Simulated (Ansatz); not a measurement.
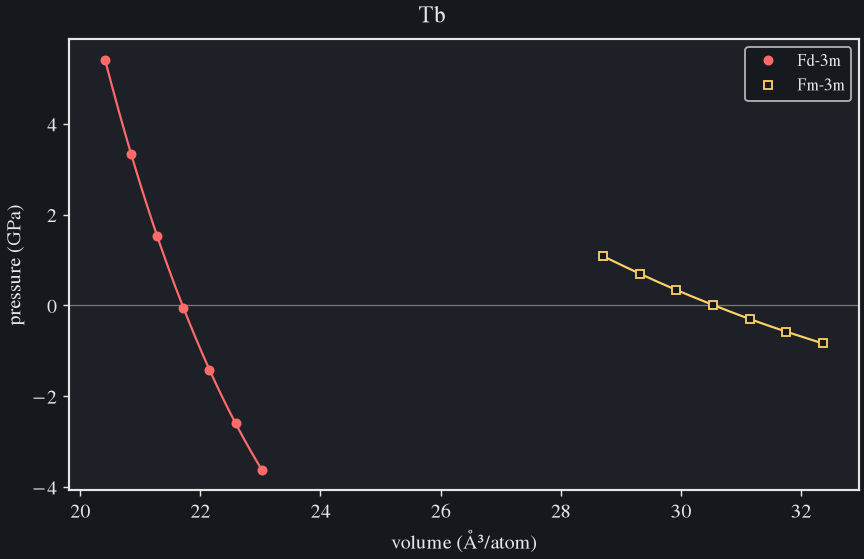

The figure shows the pressure against volume, with one curve for each structure, for Tb.

Method: equation of state of a cubic crystal from periodic Kohn-Sham density functional theory without spin, third-order Birch-Murnaghan fit to the free energies; pressure corrected for the finite basis (Ansatz 0.2.0 development build). Level: PBE.

lattice centring face-centred primitive; occupation method Fermi–Dirac; occupation width 0.06123 eV; wave cutoff 420 eV; datasets soft-1 PAW; density tolerance 1e−07 eV; density cutoff ratio 4; search for lower states default.

Settings that differ: Fd-3m: k mesh 34×34×34, atoms in cell 2, space group number 227, structure type diamond; Fm-3m: k mesh 38×38×38, atoms in cell 1, space group number 225, structure type fcc.

**Order the curves by fitted equilibrium volume, smallest first.**

Fd-3m 21.71, Fm-3m 30.55 Å³/atom.

**Order the curves by fitted bulk modulus, smallest first.**

Fm-3m 15.9, Fd-3m 73.5 GPa.

Caveats: cubic model structure, not the ambient form; open f shell treated without spin.

The computed values:

Fd-3m:
```
volume (Å³/atom)  pressure (GPa)
           20.42           5.412
           20.85           3.332
           21.29           1.521
           21.72          -0.050
           22.16          -1.418
           22.59          -2.599
           23.03          -3.617
```

Fm-3m:
```
volume (Å³/atom)  pressure (GPa)
           28.70           1.085
           29.31           0.700
           29.92           0.340
           30.53           0.010
           31.14          -0.300
           31.75          -0.580
           32.37          -0.840
```
